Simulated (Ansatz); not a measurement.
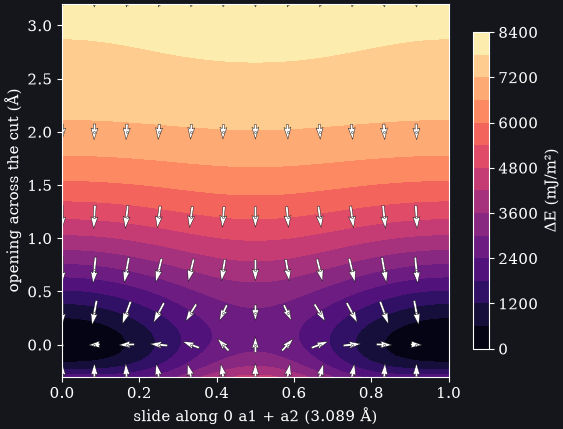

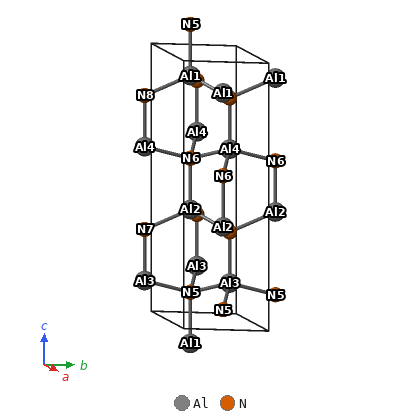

Energy landscape of AlN (P6_3mc, No. 186; 8 atoms in the cell). Rigid slide and opening across a plane, one cut a cell; the plane is (0 0 1) of the conventional cell, and the faces at the cut hold Al and N. The first coordinate is: slide along 0 a1 + a2 (3.089 Å); the second: opening across the cut. Nothing is relaxed (rigid halves). Grid: 12 × 7 points; 49 points were computed and 35 follow by symmetry. Points are written as (first, second). Energies are in mJ/m², from the lowest grid point. The band gap closes in part of the range. The calculation used Ansatz, DFT LDA, scalar-relativistic, plane waves, PAW. Settings: cutoff 520 eV, k-mesh 8×8×3 in the order of the run's cell vectors, gaussian smearing 0.05 eV, no spin polarisation.

Drawn: filled contours, dots at the grid points, arrows along the force (downhill), their lengths compressed. Between grid points the surface is interpolated. The second picture is the structure at the lowest point

> Describe this landscape.

The lowest grid point is at (0.000, 0.0 Å). It is the only kind of minimum in the scanned range. The highest grid point, (0.500, 3.2 Å), lies 7965 mJ/m² above the lowest. On the interpolated surface the easiest way out of the lowest well to its copy in the next cell or period passes a barrier of about 2700 mJ/m². Round the minimum the two coordinates are nearly uncoupled.

The whole map (49 points run) took 20 min on 2 threads of Arm Neoverse N1, on a shared host.

PAW datasets: the set soft_1.
